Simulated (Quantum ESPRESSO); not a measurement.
System: Al$_{2}$O$_{3}$, space group P-3m1 (No. 164), 5 atoms in the cell. The cell is scaled at fixed shape and fractional positions. At 11.95 Å³/atom, a = 3.017 Å, c = 7.575 Å (hexagonal axes). Computed with Quantum ESPRESSO 7.5: PBE, SSSP 1.3 efficiency PBE, no spin polarisation, no spin-orbit coupling, 10×10×4 k mesh, 748 eV cutoff.

At 11.95 Å³/atom the lowest conduction levels at the points plotted lie 2.31 eV (Γ), 3.26 eV (A), 4.62 eV (M) and 5.06 eV (L) above the valence top at Γ.

Q: How does each level move from 11.23 Å³/atom to 12.66 Å³/atom?

A: Γ falls by 0.86 eV, A falls by 0.84 eV, M falls by 0.30 eV and L falls by 0.43 eV. Straight lines against ln V have slopes of −7.2 eV at Γ, −7.0 eV at A, −2.6 eV at M and −3.5 eV at L. The lowest is the one at Γ, over the whole range, so among these points the gap stays direct.

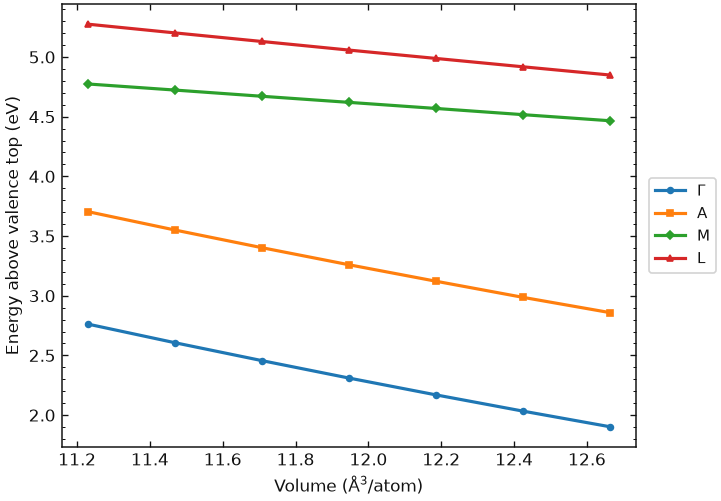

Lowest conduction level at each named k point, counted from the valence-band top at Γ.

```
       volume  Γ (eV)  A (eV)  M (eV)  L (eV)  pressure (GPa)
11.23 Å³/atom    2.76    3.71    4.77    5.27            11.6
11.47 Å³/atom    2.61    3.55    4.72    5.20             7.3
11.71 Å³/atom    2.46    3.40    4.67    5.13             3.5
11.95 Å³/atom    2.31    3.26    4.62    5.06             0.1
12.18 Å³/atom    2.17    3.12    4.57    4.99            −3.1
12.42 Å³/atom    2.03    2.99    4.52    4.92            −5.9
12.66 Å³/atom    1.90    2.86    4.47    4.85            −8.4
```

LDA, GGA and most meta-GGA functionals understate gaps. The usual form of Al2O3 is corundum. The mesh misses K and H, where a smaller gap can lie.
